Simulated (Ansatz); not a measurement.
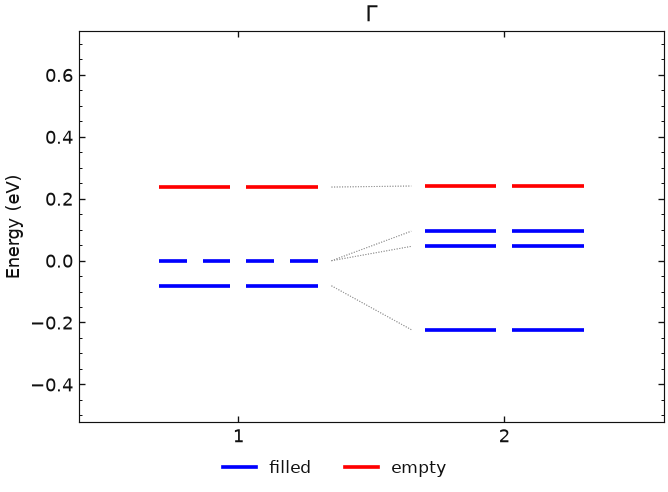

Levels at Γ, each bar one state with spin counted. Zero is the valence top without spin-orbit coupling, and the two sets are aligned on the mean of the six top valence states at Γ.

System: Ge (diamond type before straining), space group I4_1/amd (No. 141), 2 atoms in the primitive cell, relaxed with r2SCAN, then under +1 % uniaxial z strain; a = 4.012 Å, c = 5.730 Å (tetragonal axes). Run without spin-orbit coupling: r2SCAN, Ansatz PAW set, 8×8×8 k mesh, 500 eV cutoff, Fermi-Dirac smearing of 0.02 eV (Ansatz 0.2.0). Run with it: r2SCAN, Ansatz PAW set, 8×8×8 k mesh, 500 eV cutoff, Fermi-Dirac smearing of 0.02 eV (Ansatz 0.2.0). Neither carries moments.

Q: Which column includes spin-orbit coupling?

A: Column 2: it splits levels that are degenerate in column 1.

Q: How does spin-orbit coupling change the valence top at Γ?

A: Without it a twofold level lies 0.081 eV above a single one. The coupling mixes them into three pairs, the lower two 0.049 and 0.318 eV under the top one.

Q: What happens to the direct gaps?

A: The vertical gap goes from 0.24 to 0.15 eV at Γ.

Q: And the smallest gap over all k points computed?

A: It narrows from 0.24 eV (valence top at Γ, conduction bottom at Γ) to 0.15 eV.

The PAW data sets were made with another functional. LDA, GGA and most meta-GGA functionals understate gaps. The cell was built by a generator and needn't be a form met in nature.
